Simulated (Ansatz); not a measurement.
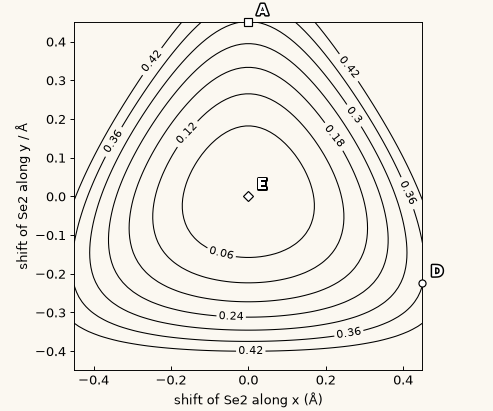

SnSe2 (P-3m1, No. 164; 3 atoms in the cell). Atom Se2 is moved over a plane while all other atoms and the cell stay fixed (its periodic images move with it) (x along [1 0 0], y along [1 2 0], z along [0 0 1] of the conventional cell). The first coordinate is: shift of Se2 along x; the second: shift of Se2 along y. The grid has 5 × 5 points; 15 points were computed and 10 follow by symmetry. Energies: eV per cell, counted from the lowest grid point. The reference cell is the one listed in the database, not relaxed at this level. The calculation used DFT PBE, scalar-relativistic, plane waves, PAW in Ansatz. Settings: cutoff 420 eV, k-mesh 12×12×6 in the order of the run's cell vectors, gaussian smearing 0.05 eV, no spin polarisation.

In the figure: contour lines labelled in eV (none above 0.42), lettered points. Between grid points the surface is interpolated.

Q: Rank the lettered points by energy, lowest first.

A: E (0.00 eV), A (0.30 eV), D (0.36 eV).
